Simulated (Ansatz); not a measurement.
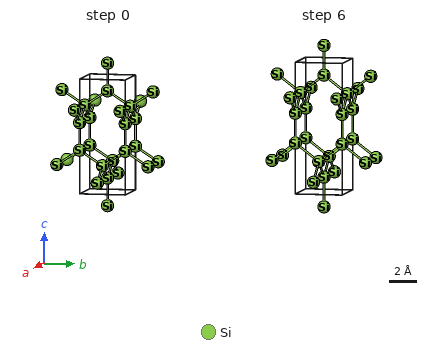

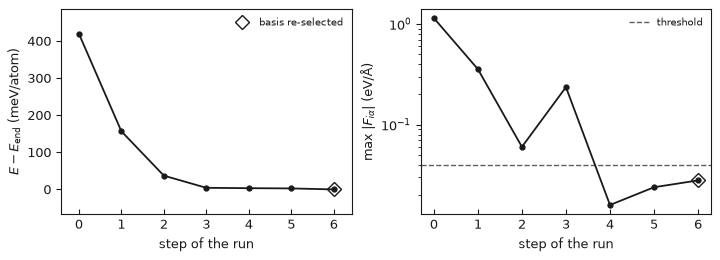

First and last geometry of a relaxation of solid Si (a generated structure, set up in I-4m2) (coarse preliminary run), with the history of the run. Style: ball-and-stick. Shown: the conventional cell (2 times the calculation's cell), slightly off an axis. Lengths and directions refer to the drawn axes.

Computed with Ansatz 0.2.0, DFT PBE, scalar-relativistic, plane waves, PAW. Settings: plane-wave cutoff 420 eV; k-point mesh 6 × 6 × 6; occupations gaussian; smearing width 0.1 eV; no spin polarisation; cell and atoms relaxed; force threshold 0.04 eV/Å; at most 70 steps.

### What do the curves and the structures tell?

It converged. The largest moves relative to the cell, 0.073 Å, are those of Si atoms. The drawn cell changes as follows: a = b 3.585 → 3.676 Å (+2.5 %), c 8.873 → 10.169 Å (+14.6 %); the volume changes by +20.5 %. Near-neighbour distances that change, for instance: Si–Si 2.131 → 2.306 Å. Among the angles between lasting bonds that change: Si–Si–Si 114.5° → 105.7°, Si–Si–Si 122.7° → 127.2°, Si–Si–Si 107.0° → 111.4°. The space group stays I-4m2 (No. 119). Over 5 accepted moves (6 points after the start) the energy falls by 420 meV per atom. The largest force component goes from 1.1 to 0.028 eV/Å. The pressure goes from 27.10 to 0.08 GPa. The SCF was repeated once at an unchanged geometry on a basis and grid sized afresh for the cell, which shifted the energy by 2.7 meV per atom at most.
